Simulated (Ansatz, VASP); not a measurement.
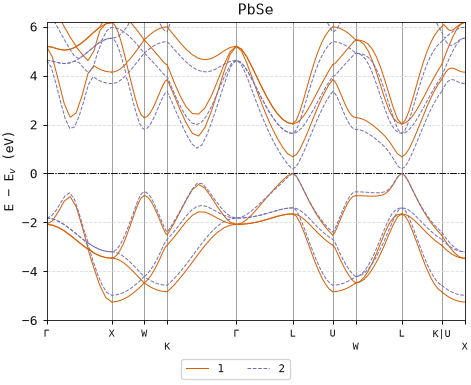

Band structures of rocksalt PbSe, space group Fm-3m (No. 225), 2 atoms in the primitive cell (cubic a = 6.121 Å), by two methods on the same cell. Each is counted from its own valence-band top.

> Which curve is which? The methods: LDA (Ansatz), r2SCAN-EpsX (VASP).

1 is r2SCAN-EpsX (VASP); 2 is LDA (Ansatz). r2SCAN-EpsX (VASP) gives a gap of 0.68 eV along the path and LDA (Ansatz) gives a gap of 0.19 eV along the path.

Settings. r2SCAN-EpsX (VASP): a hybrid whose share of exact exchange is set to 1/ε∞, VASP PAW PBE potentials, release 64 (Pb_d, Se), no spin polarisation, no spin-orbit coupling, 6×6×6 k mesh, 520 eV cutoff, Gaussian smearing of 0.02 eV (VASP 6.6.1). LDA (Ansatz): PseudoDojo standard (LDA files), no spin polarisation, no spin-orbit coupling, 8×8×8 k mesh, 1170 eV cutoff, Fermi-Dirac smearing of 0.05 eV (Ansatz).

The two runs differ in program as well. Spin-orbit coupling is left out, which matters for Pb and Se. r2SCAN-EpsX (VASP): the PAW data sets were made with another functional.
